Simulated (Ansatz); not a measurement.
# Eu: what the fields show

Input file:

```
crystal:
  lattice:
    - [0.0, 2.8260082519, 2.8260082519]
    - [2.8260082519, 0.0, 2.8260082519]
    - [2.8260082519, 2.8260082519, 0.0]
  atoms:
    - { symbol: Eu, position: [0.0, 0.0, 0.0], spin: 7.0 }
hamiltonian:
  xc: pbe
  pseudopotentials: { kind: paw }
magnetization:
  spin_polarized: true
kpoints:
  mp_grid: { grid: [8, 8, 8] }
scf:
  occupations: { method: fermi_dirac, width: 0.05 }
output:
  forces: true
  stress: true
  eigenvalues: true
  write_density: true
  write_potential: true
  elf: true
  volumetric_format: npy
```

Command:

```sh
ansatz run input.yaml --threads 2 --pin off --max-ram 5120MiB --backend cpu --events-out ev --progress --plain --runs-dir out
```

Below, planes, directions and counts refer to the conventional cell (a = 5.65 Å, b = 5.65 Å, c = 5.65 Å, α = 90.00°, β = 90.00°, γ = 90.00°).

Space group Fm-3m; a structure from a database of computed crystals, not necessarily the ambient phase; no Hubbard U on the f states and no spin–orbit coupling; spin-polarised.

Level of theory: Ansatz 0.2.0, Kohn-Sham DFT of a periodic cell, PBE, Ansatz PAW.

The density is the valence pseudo-density of a PAW calculation; it isn't the true density close to the nuclei.

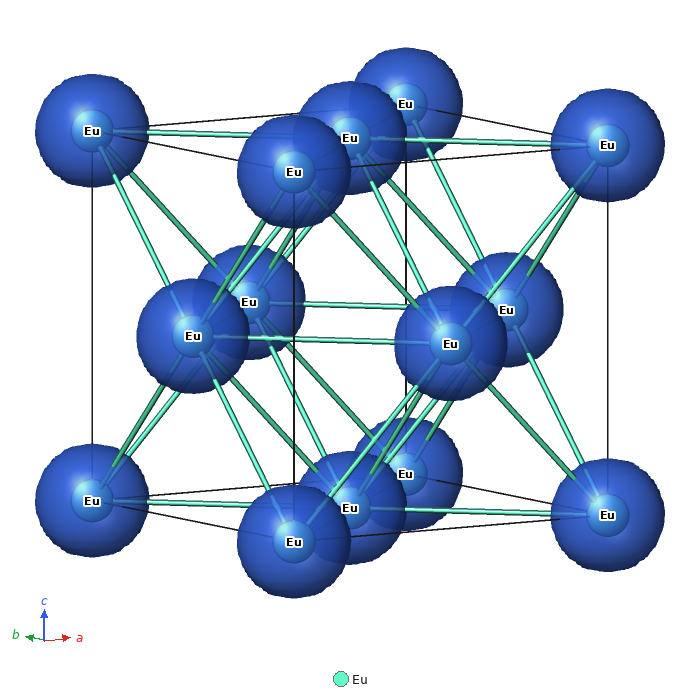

Figure 1. Isosurfaces of the spin density at +0.3 (blue) and −0.3 e/Å³ (red), seen at an oblique angle. Sticks mark near contacts.

**Where is the spin, and how is it ordered?**

The spin density sits on Eu: +7.2 μB (×4) in one cell of 4 atoms: parallel moments, as they must be, since the calculation's own cell holds one magnetic site. The cell of the calculation (1 atoms) carries 7.5 μB of net spin moment. Only one sign reaches the isovalue.

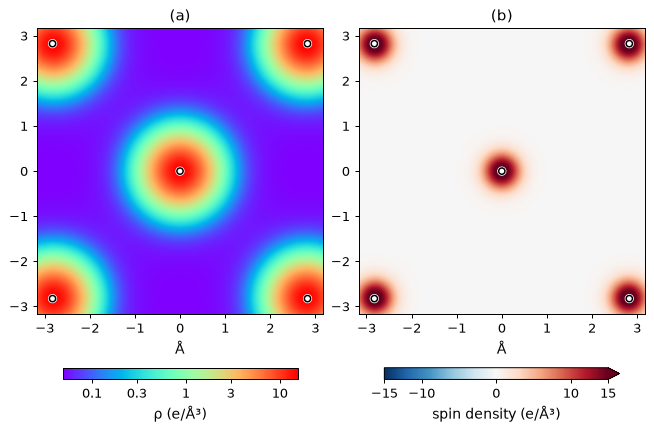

Figure 2. (a) valence pseudo-density; (b) magnetisation density (up minus down) on the (010) plane of the conventional cell. Circles mark the nuclei in the plane (Eu).

**Describe what can be read from this map.**

- The plane passes through Eu nuclei.
- Eu–Eu (4.00 Å): ρ is about 0.06 e/Å³ halfway.
- Between the atoms the lowest density in this plane is 0.05 e/Å³.

**Does the calculation give a band gap?**

It is metallic or semimetallic at this level of theory: no gap opens.
